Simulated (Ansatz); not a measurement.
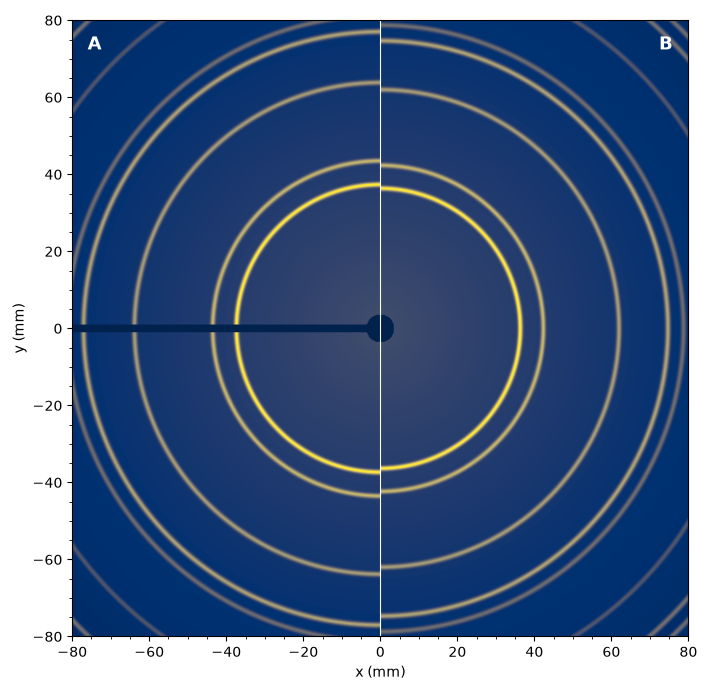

Simulated X-ray powder rings on a flat area detector normal to the beam: λ = 0.7107 Å, sample-to-detector distance 140 mm, axes in mm from the beam centre, for a fine-grained powder without texture. Kinematic intensities with B = 0.8 Å² for all atoms, without absorption; brightness goes as intensity to the power 0.4, clipped at the top. Reflections closer than the ring width show as one ring. The left and right halves show two different samples, each scaled to its strongest ring.

Both are Sn in Fm-3m, with cells of different size. Origins: A, the geometry relaxed with DFT, PBEsol, plane waves (420 eV) with PAW, scalar-relativistic (Ansatz 0.2.0); the starting structure was generated, so it need not be a known form of this composition; B, the end point of a relaxation with Ansatz, DFT, revPBE, plane waves (420 eV) with PAW, scalar-relativistic; the starting structure was generated, so it need not be a known form of this composition.

Which half has the larger cell, and by how much?

Half B: the volume of B is 8.0 % larger than that of A, and a larger cell draws the rings inwards on average.
A: a = 4.736 Å, b = 4.736 Å, c = 4.736 Å, α = 90.00°, β = 90.00°, γ = 90.00°; 111 at 37.3 mm (d = 2.73 Å), 200 at 43.5 mm (d = 2.37 Å), 220 at 63.8 mm (d = 1.674 Å), 311 at 77.0 mm (d = 1.428 Å).
B: a = 4.858 Å, b = 4.858 Å, c = 4.858 Å, α = 90.00°, β = 90.00°, γ = 90.00°; 111 at 36.4 mm (d = 2.80 Å), 200 at 42.3 mm (d = 2.43 Å), 220 at 62.0 mm (d = 1.718 Å), 311 at 74.7 mm (d = 1.465 Å).
